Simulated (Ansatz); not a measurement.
# How the conductance of NiSi2/Si/CoSi2 changes with thickness, part 3 of 7

Aim: the conductance of NiSi2/Si/CoSi2 junctions as the barrier thickens. The lower electrode is NiSi2 fluorite(111) turned by 180 degrees (type B), the upper one CoSi2 fluorite(111) turned by 180 degrees (type B); the barrier is Si diamond(111) (whole bilayers). In the first transport cell, after relaxation, the nearest pair of electrode and barrier is Si–Si at 2.37 Å, along the normal, at the lower face and Si–Si at 2.39 Å, along the normal, at the upper one. All share a net of side 3.84 Å, which strains the lower electrode by +0.0 %, the upper one by +1.3 % and the barrier by -0.7 %, against typed lattice constants near PBE's. The first steps treat the bulk electrodes alone.

Ansatz 0.2.0; PBE DFT, plane waves, PAW files (the session's first sound run).

So far: The starting structure; Layer spacing of the electrode; The strained electrode.

## (4) Relaxing the interfaces

System of this step: NiSi2/Si/CoSi2. The cell holds 14 atoms: 12 Si, 1 Ni and 1 Co. Cell: a = 3.840 Å, b = 3.840 Å, c = 33.882 Å, α = 90.0°, β = 90.0°, γ = 120.0°. Vacuum lies along c.

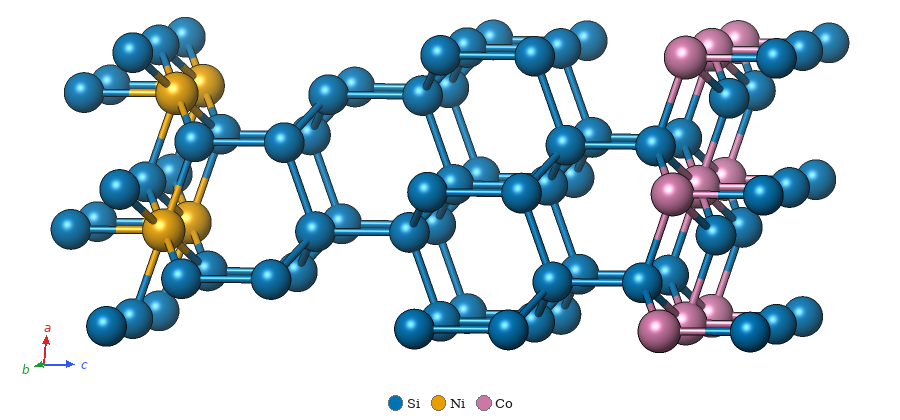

The cell of this step (silicon blue, nickel orange, cobalt pink). Bonds to atoms that aren't drawn are left out. 2×2×1 cells are drawn. Some periodic images of atoms are drawn too.

Tunnelling depends exponentially on distance, so the interfaces are relaxed first. A short slab in vacuum serves: only the barrier and the layers next to it are taken over, and later cells can add or drop layers in the barrier's middle. The dipole correction removes the field that unlike faces would set up across the vacuum.

The input, input.yaml:

```yaml
crystal:
  lattice:
    - [3.84, 0.0, 0.0]
    - [-1.92, 3.3255375505, 0.0]
    - [0.0, 0.0, 33.8824343919]
  atoms:
    - { symbol: Si, position: [0.66666667, 0.33333333, 0.2361105435] }
    - { symbol: Si, position: [0.0, 0.0, 0.2823701701] }
    - { symbol: Ni, position: [0.66666667, 0.33333333, 0.3054999834] }
    - { symbol: Si, position: [0.33333333, 0.66666667, 0.3286297967] }
    - { symbol: Si, position: [0.33333333, 0.66666667, 0.3956261634] }
    - { symbol: Si, position: [0.66666667, 0.33333333, 0.4190456535] }
    - { symbol: Si, position: [0.66666667, 0.33333333, 0.4893041237] }
    - { symbol: Si, position: [0.0, 0.0, 0.5127236138] }
    - { symbol: Si, position: [0.0, 0.0, 0.582982084] }
    - { symbol: Si, position: [0.33333333, 0.66666667, 0.6064015741] }
    - { symbol: Si, position: [0.33333333, 0.66666667, 0.6733979408] }
    - { symbol: Co, position: [0.0, 0.0, 0.6960208197] }
    - { symbol: Si, position: [0.66666667, 0.33333333, 0.7186436986] }
    - { symbol: Si, position: [0.0, 0.0, 0.7638894565] }
kpoints:
  mp_grid: { grid: [8, 8, 1] }
scf:
  occupations: { method: fermi_dirac, width: 0.1 }
  max_iter: 150
hamiltonian:
  xc: pbe
efield:
  axis: 3
  dipole_correction: true
relax:
  f_tol: 0.04
  max_steps: 60
output:
  forces: true
```

Launch:

```bash
$ ansatz run input.yaml --threads 8 --pin off --max-ram 24576MiB --backend cpu --events-out ev --progress --plain --runs-dir out
```

Numbers of over 12 decimals in the logs are rounded to 6 here.

Output:

```text
[...]
Crystal: 14 atoms, lattice volume = 432.681 Å³
Basis set: ecut = 420 eV, 8453 PW (Γ), exchange–correlation on 54×54×480 points (8 copies of the dense FFT grid, shifted against one another)
Bands: 56, of which v1, the nominal top of the filled ones, is band 42 counted from 1 (41 counted from 0)
Symmetry: 6 space group operations
[...]
k-points: 10 of 64 (time reversal used)
[...]
SCF iter   1: F=—  HF=-18593.751158 eV  |F-HF|=—  |Δ(HF+E_count)|=         —  Δρ=4.06e-3  dr2=1.38e0  ethr=1.77e-3  p=-0.009 e·Å  D=-3.87e-3 V/Å  ΔV_dip=0.13 eV  dr2_dipole=8.44e-1  V_vac-E_F(+/−)=4.96/4.83 eV  ⟨swp⟩=10.1  Hψ=3210  notcnv=0  defer=4
efield: sawtooth ramp at fractional position 0.9500 (placed from the atoms, in the widest stretch of the axis that holds none; the zero of the levels goes with the place), width 0.1000; the density the first Hamiltonian is built on has a dipole p = -0.009 e·Å; the dipole correction subtracts the counter field D = -3.87e-3 V/Å, which shifts the + side's vacuum level by +0.13 eV against the − side's; the planar-averaged density in the ramp window peaks in size at 2.1e-5 e/Å³
[...]
SCF iter   2: F=—  HF=-18593.725896 eV  |F-HF|=—  |Δ(HF+E_count)|=   2.53e-2  Δρ=7.42e-3  dr2=1.91e-1  ethr=1.66e-3  p=0.010 e·Å  D=4.30e-3 V/Å  ΔV_dip=-0.15 eV  dr2_dipole=3.17e-3  V_vac-E_F(+/−)=5.14/5.28 eV  ⟨swp⟩=2.7  Hψ=763  notcnv=0  defer=17
[...]
SCF iter   8: F=-18593.711108 eV  HF=-18593.711113 eV  |F-HF|=5.10e-6  |Δ(HF+E_count)|=   2.16e-7  Δρ=2.13e-5  dr2=5.47e-6  ethr=4.82e-8  p=0.006 e·Å  D=2.68e-3 V/Å  ΔV_dip=-0.09 eV  dr2_dipole=1.02e-6  V_vac-E_F(+/−)=5.20/5.29 eV  ⟨swp⟩=5.0  Hψ=1944  notcnv=0
SCF 1 converged in 8 iterations: F = -18593.711108 eV  dr2 = 5.47e-6
[...]
relax step   1: F+E_penalty+E_count = -18593.71110839 eV  Δ(F+E_penalty+E_count) = +0.000e0 eV  max|allowed force component| = 1.221e0 eV/Å  Δτ_max = 0.0000 Å  (8 SCF iters, dr2 threshold 4.00e-5 eV, accepted)
[...]
SCF iter   1: F=—  HF=-18593.895922 eV  |F-HF|=—  |Δ(HF+E_count)|=         —  Δρ=6.65e-3  dr2=5.42e-1  ethr=6.51e-4  p=0.006 e·Å  D=2.67e-3 V/Å  ΔV_dip=-0.09 eV  dr2_dipole=1.22e-1  V_vac-E_F(+/−)=5.17/5.26 eV  ⟨swp⟩=1.0  Hψ=2231  notcnv=0  defer=15
efield: sawtooth ramp at fractional position 0.9500 (handed on by an earlier solve), width 0.1000; the density the first Hamiltonian is built on has a dipole p = 0.006 e·Å; the dipole correction subtracts the counter field D = 2.67e-3 V/Å, which shifts the + side's vacuum level by -0.09 eV against the − side's; the planar-averaged density in the ramp window peaks in size at 8.8e-6 e/Å³
[...]
SCF iter   2: F=—  HF=-18593.874138 eV  |F-HF|=—  |Δ(HF+E_count)|=   2.18e-2  Δρ=4.74e-3  dr2=1.11e-1  ethr=6.51e-4  p=0.009 e·Å  D=3.76e-3 V/Å  ΔV_dip=-0.13 eV  dr2_dipole=1.95e-2  V_vac-E_F(+/−)=5.12/5.25 eV  ⟨swp⟩=2.2  Hψ=959  notcnv=0  defer=15
[...]
SCF iter   7: F=-18593.854157 eV  HF=-18593.854212 eV  |F-HF|=5.43e-5  |Δ(HF+E_count)|=   3.46e-5  Δρ=8.94e-5  dr2=6.26e-5  ethr=1.12e-7  p=0.010 e·Å  D=4.35e-3 V/Å  ΔV_dip=-0.15 eV  dr2_dipole=8.89e-6  V_vac-E_F(+/−)=5.19/5.34 eV  ⟨swp⟩=4.0  Hψ=2407  notcnv=0
SCF 2 converged in 7 iterations: F = -18593.854157 eV  dr2 = 6.26e-5
relax step   2: F+E_penalty+E_count = -18593.85415730 eV  Δ(F+E_penalty+E_count) = -1.430e-1 eV  max|allowed force component| = 4.848e-1 eV/Å  Δτ_max = 0.1135 Å  (7 SCF iters, dr2 threshold 9.32e-5 eV, accepted)
SCF iter   1: F=—  HF=-18593.908684 eV  |F-HF|=—  |Δ(HF+E_count)|=         —  Δρ=3.28e-3  dr2=2.07e-1  ethr=1.44e-3  p=0.010 e·Å  D=4.35e-3 V/Å  ΔV_dip=-0.15 eV  dr2_dipole=7.73e-2  V_vac-E_F(+/−)=5.17/5.32 eV  ⟨swp⟩=3.7  Hψ=1452  notcnv=0  defer=13
[...]
SCF iter   7: F=-18593.893240 eV  HF=-18593.893249 eV  |F-HF|=9.33e-6  |Δ(HF+E_count)|=   2.45e-6  Δρ=5.62e-5  dr2=1.43e-5  ethr=1.77e-8  p=0.015 e·Å  D=6.10e-3 V/Å  ΔV_dip=-0.21 eV  dr2_dipole=4.25e-7  V_vac-E_F(+/−)=5.19/5.39 eV  ⟨swp⟩=4.0  Hψ=2460  notcnv=0
SCF 3 converged in 7 iterations: F = -18593.893240 eV  dr2 = 1.43e-5
relax step   3: F+E_penalty+E_count = -18593.89323993 eV  Δ(F+E_penalty+E_count) = -3.908e-2 eV  max|allowed force component| = 9.605e-2 eV/Å  Δτ_max = 0.0612 Å  (7 SCF iters, dr2 threshold 1.47e-5 eV, accepted)
[...]
relax step   4: F+E_penalty+E_count = -18593.89482151 eV  Δ(F+E_penalty+E_count) = -1.582e-3 eV  max|allowed force component| = 5.315e-2 eV/Å  Δτ_max = 0.0121 Å  (9 SCF iters, accepted)
SCF iter   1: F=—  HF=-18593.896002 eV  |F-HF|=—  |Δ(HF+E_count)|=         —  Δρ=7.32e-4  dr2=4.74e-3  ethr=2.58e-5  p=0.014 e·Å  D=6.00e-3 V/Å  ΔV_dip=-0.20 eV  dr2_dipole=3.26e-3  V_vac-E_F(+/−)=5.20/5.40 eV  ⟨swp⟩=2.0  Hψ=1180  notcnv=0  defer=19
[...]
SCF iter   8: F=-18593.895662 eV  HF=-18593.895662 eV  |F-HF|=5.25e-8  |Δ(HF+E_count)|=   8.34e-9  Δρ=1.63e-6  dr2=1.43e-8  ethr=1.20e-10  p=0.013 e·Å  D=5.56e-3 V/Å  ΔV_dip=-0.19 eV  dr2_dipole=1.71e-9  V_vac-E_F(+/−)=5.21/5.40 eV  ⟨swp⟩=4.0  Hψ=2407  notcnv=0
SCF 5 converged in 8 iterations: F = -18593.895662 eV  dr2 = 1.43e-8
relax step   5: F+E_penalty+E_count = -18593.89566242 eV  Δ(F+E_penalty+E_count) = -8.409e-4 eV  max|allowed force component| = 1.380e-2 eV/Å  Δτ_max = 0.0123 Å  (8 SCF iters, accepted)
SCF converged after 8 iterations
Free energy (F): -18593.895662 eV
[...]
Internal energy: -18593.696951 eV  (E = F + TS)
E sigma→0 (E₀):  -18593.796307 eV
Entropy (-TS):   -0.198712 eV (-14.194 meV/atom)
Fermi energy:    2.228210 eV
Dipole field:    D = 0.005603 V/Å  (p = 0.013397 e·Å, saw-weighted, corrected)
Work function:   Φ+ = 5.2064 eV   Φ− = 5.3963 eV
Levels:          The Fermi level and band energies are counted from a zero that moves with the ramp; work functions are not
[...]
--- Forces (eV/Å), atoms counted from 1 ---
  atom   1  Si     0.00000000     0.00000000    -0.00751298
  atom   2  Si     0.00000000     0.00000000     0.00520305
  atom   3  Ni     0.00000000    -0.00000000     0.00590158
  atom   4  Si     0.00000000     0.00000000     0.00000869
  atom   5  Si     0.00000000    -0.00000000     0.00161957
  atom   6  Si     0.00000000     0.00000000    -0.00062487
  atom   7  Si     0.00000000    -0.00000000    -0.00613122
  atom   8  Si     0.00000000     0.00000000     0.00602918
  atom   9  Si     0.00000000    -0.00000000    -0.00133050
  atom  10  Si     0.00000000     0.00000000     0.00820577
  atom  11  Si     0.00000000    -0.00000000    -0.01380354
  atom  12  Co     0.00000000     0.00000000     0.01349794
  atom  13  Si     0.00000000    -0.00000000    -0.00687553
  atom  14  Si    -0.00000000     0.00000000    -0.00420337
  max |Σ_I F_I| component: 1.62e-5 eV/Å
--- Relaxed structure (5 steps of the walk, 5 accepted, 0 SCFs on fresh bases) ---
  F+E_penalty+E_count = -18593.89566242 eV   max|allowed force component| = 1.380e-2 eV/Å
  atoms:
    - { symbol: Si, position: [0.666667, 0.333333, 0.232219] }
    - { symbol: Si, position: [1.912860391521769e-17, -6.608470383688814e-17, 0.278082] }
    - { symbol: Ni, position: [0.666667, 0.333333, 0.300080] }
    - { symbol: Si, position: [0.333333, 0.666667, 0.326532] }
    - { symbol: Si, position: [0.333333, 0.666667, 0.396504] }
    - { symbol: Si, position: [0.666667, 0.333333, 0.420081] }
    - { symbol: Si, position: [0.666667, 0.333333, 0.490081] }
    - { symbol: Si, position: [2.507418141428358e-17, -6.608470383688812e-17, 0.513692] }
    - { symbol: Si, position: [2.484291006566707e-17, -6.608470383688812e-17, 0.583746] }
    - { symbol: Si, position: [0.333333, 0.666667, 0.607152] }
    - { symbol: Si, position: [0.333333, 0.666667, 0.677707] }
    - { symbol: Co, position: [2.861807030130659e-17, -6.608470383688811e-17, 0.700122] }
    - { symbol: Si, position: [0.666667, 0.333333, 0.719608] }
    - { symbol: Si, position: [2.5282102797676002e-17, -6.60847038368881e-17, 0.765041] }
```

It took 12 s on 8 threads of Arm Neoverse V2, shared host; peak memory 1.3 GiB; 89 s of CPU time.

This run has no spin polarisation, although Co and Ni can carry a moment.

The steps of the relaxation:

| step | energy less that of the first step (eV) | largest force component (eV/Å) |
| --- | --- | --- |
| 1 | 0.0000 | 1.2211 |
| 2 | -0.1430 | 0.4848 |
| 3 | -0.1821 | 0.0960 |
| 4 | -0.1837 | 0.0531 |
| 5 | -0.1846 | 0.0138 |

Forces are held to the 6 operations that the run works with; a distortion that breaks them can't arise in this run.

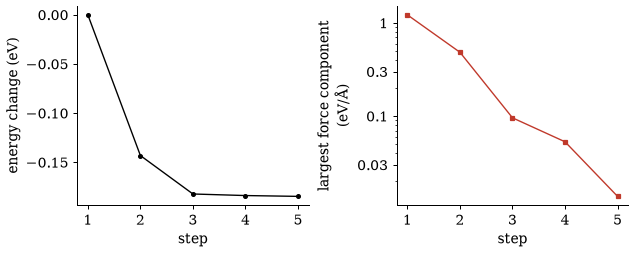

Energy and largest force along the relaxation.

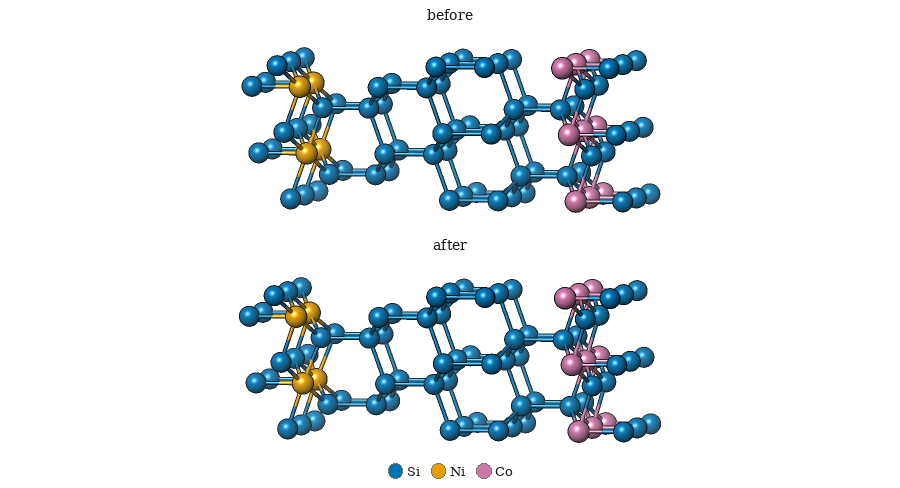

Before and after, at one scale. Bonds to atoms that aren't drawn are left out.

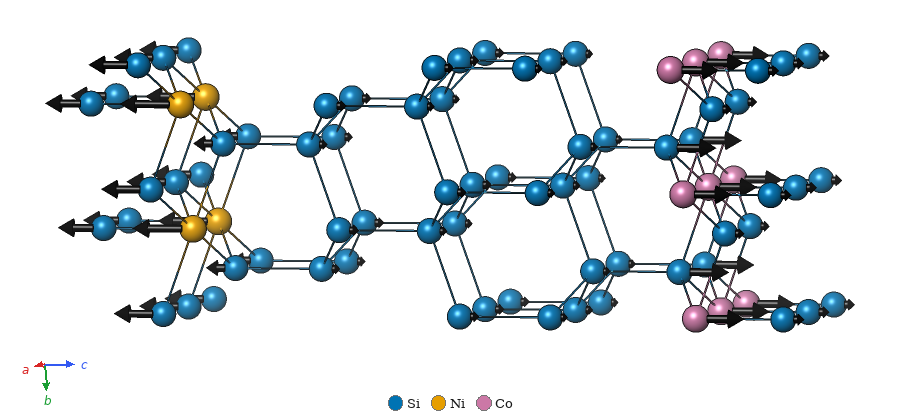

Displacements in the relaxation, exaggerated; the longest in the cell stands for 0.18 Å. Bonds to atoms that aren't drawn are left out. 2×2×1 cells are drawn. Some periodic images of atoms are drawn too.

The atoms that moved most (Å):

| atom | dx | dy | dz | length |
| --- | --- | --- | --- | --- |
| Ni3 | 0.000 | 0.000 | -0.184 | 0.184 |
| Si11 | 0.000 | 0.000 | 0.146 | 0.146 |
| Si2 | 0.000 | 0.000 | -0.145 | 0.145 |
| Co12 | 0.000 | 0.000 | 0.139 | 0.139 |
| Si1 | 0.000 | 0.000 | -0.132 | 0.132 |
| Si4 | 0.000 | 0.000 | -0.071 | 0.071 |
| Si14 | 0.000 | 0.000 | 0.039 | 0.039 |
| Si6 | 0.000 | 0.000 | 0.035 | 0.035 |

The relaxed structure:

```cif
data_structure
_symmetry_space_group_name_H-M 'P 1'
_symmetry_Int_Tables_number 1
_cell_length_a 3.8400
_cell_length_b 3.8400
_cell_length_c 33.8824
_cell_angle_alpha 90.000
_cell_angle_beta 90.000
_cell_angle_gamma 120.000
_cell_volume 432.68
loop_
_atom_site_label
_atom_site_type_symbol
_atom_site_fract_x
_atom_site_fract_y
_atom_site_fract_z
_atom_site_occupancy
Si1 Si 0.66667 0.33333 0.23222 1
Si2 Si 0.00000 0.00000 0.27808 1
Ni3 Ni 0.66667 0.33333 0.30008 1
Si4 Si 0.33333 0.66667 0.32653 1
Si5 Si 0.33333 0.66667 0.39650 1
Si6 Si 0.66667 0.33333 0.42008 1
Si7 Si 0.66667 0.33333 0.49008 1
Si8 Si 0.00000 0.00000 0.51369 1
Si9 Si 0.00000 0.00000 0.58375 1
Si10 Si 0.33333 0.66667 0.60715 1
Si11 Si 0.33333 0.66667 0.67771 1
Co12 Co 0.00000 0.00000 0.70012 1
Si13 Si 0.66667 0.33333 0.71961 1
Si14 Si 0.00000 0.00000 0.76504 1
```

This step gave:

```
free energy               : -18593.8957 eV
Fermi energy              : 2.228 eV
work function, upper face : 5.206 eV
work function, lower face : 5.396 eV
dipole along the normal   : 0.01340 e·Å
dipole field              : 0.005603 V/Å
```

The largest force component on a free atom ends at 0.014 eV/Å. The work functions of the outer faces are 5.40 and 5.21 eV.

(Continued in part 4 of 7.)

[Logs are printed without paths, hosts, clocks, repeated set-up lines and the standing remarks that a program may print on its own settings, such as how far it seeks lower states.]

[Hosts, paths, dates, database ids (printed as entryN), source tags and the programs' standing remarks are cut or masked in the printed files.]
